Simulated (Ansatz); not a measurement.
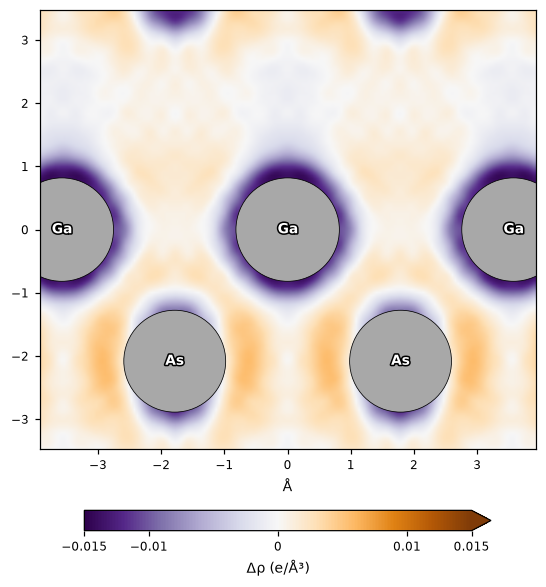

GaAs. Difference of the valence pseudo-densities of two functionals at the same geometry, on the (110) plane of the calculation cell: one of HSE06 and r2SCAN50 less the other.

Space group P-6m2; a structure from a database of computed crystals, not necessarily the ambient phase; a generated structure, not necessarily the stable one.

Both computed with Ansatz (plane waves, PAW), on the same k-point mesh. Grey discs cover the atomic cores.

```xyz
2
Lattice="3.6064 0.0000 0.0000 -1.8032 3.1232 0.0000 0.0000 0.0000 3.5732" Properties=species:S:1:pos:R:3 pbc="T T T"
Ga    0.0000    2.0822    1.7866
As    0.0000    0.0000    0.0000
```

Q: Which was subtracted from which, and what does the map show?

A: It is r2SCAN50 less HSE06. Against HSE06, r2SCAN50 gives less density around Ga (−0.009 e/Å³ on average at 1.0 Å from the nucleus).
